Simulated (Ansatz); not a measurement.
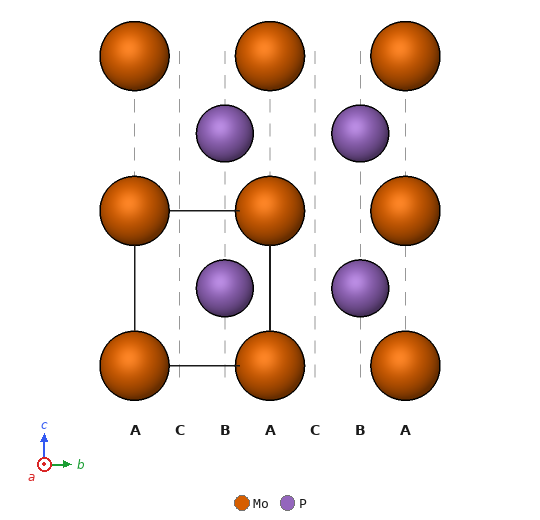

The picture looks along a close-packed row of the hexagonal mesh; c points upwards. The dashed lines mark the three columns A (0, 0), B (1/3, 2/3) and C (2/3, 1/3). The sequence starts with the first layer at or above the cell's origin.

The compound is MoP, taken as a calculation's input that goes back to an entry of the Crystallography Open Database (an earlier step may have relaxed or displaced it).

> List the layers of one repeat.

Mo(A) – P(B) (two layers in 3.19 Å).

Heights of the layers:

```json
{"layer": "1", "atoms (column)": "Mo(A)", "height (Å)": "0.00", "to next (Å)": "1.60"}
{"layer": "2", "atoms (column)": "P(B)", "height (Å)": "1.60", "to next (Å)": "1.60"}
```
